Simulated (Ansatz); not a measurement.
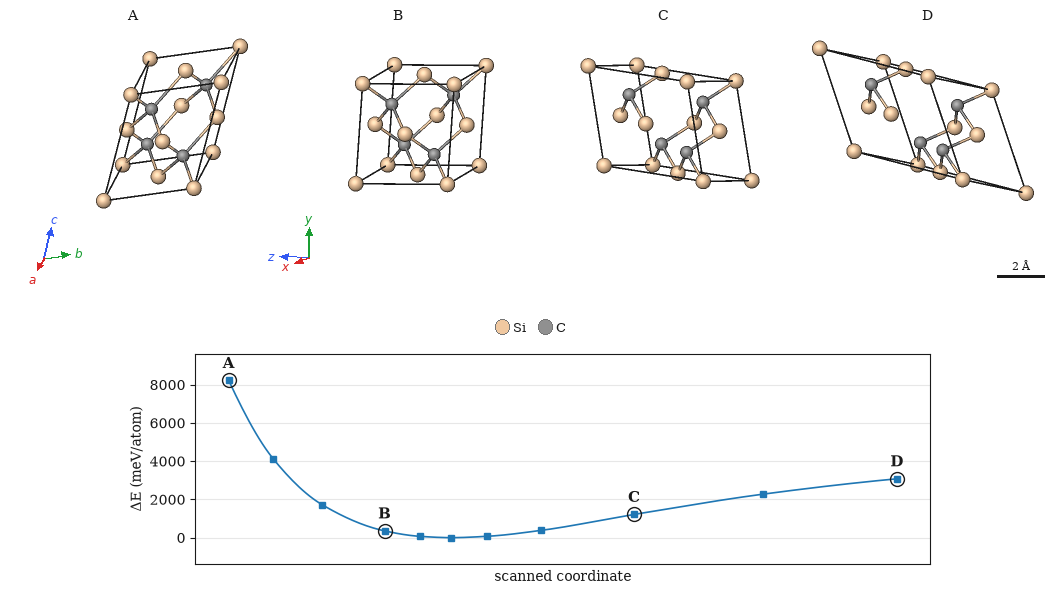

A scan of solid SiC (F-43m) along one coordinate. x, y and z are the Cartesian axes of the input. Style: ball-and-stick. Shown: the conventional cell (4 times the calculation's cell), slightly off an axis. Lengths and directions refer to the drawn axes.

Level of theory: DFT r2SCAN, scalar-relativistic, plane waves, PAW in Ansatz. (plane-wave cutoff 500 eV; k-point mesh 12 × 12 × 12; occupations gaussian; smearing width 0.05 eV; no spin polarisation). Energies (free energies at the smearing named) are counted from the cell as listed in its source, which wasn't relaxed.

What is being scanned?

Answer. The ratio of the cell's length along [111] to its lengths across, counted as 1 for the reference, is changed at fixed volume (a trigonal path), with the atoms kept at their fractional coordinates. In the frames the relative ratio is 0.50 (A), 0.85 (B), 1.41 (C), 2.00 (D). Of the computed points the lowest is at the relative ratio 1.00, 0 meV/atom. The end points stand at 8222 meV/atom (0.50) and 3078 meV/atom (2.00). The unrelaxed reference is under a pressure of 1.3 GPa. The distortion takes the space group from F-43m to R3m. At the relative ratio 2.00 the cell of the drawing goes a 4.348 → 4.880 Å, b 4.348 → 4.880 Å, c 4.348 → 4.880 Å, α 90.0° → 120.0°, β 90.0° → 60.0°, γ 90.0° → 120.0°. The band gap on the mesh, 1.71 eV in the reference, closes at 0.50, 0.60, 1.41, 1.70, 2.00.
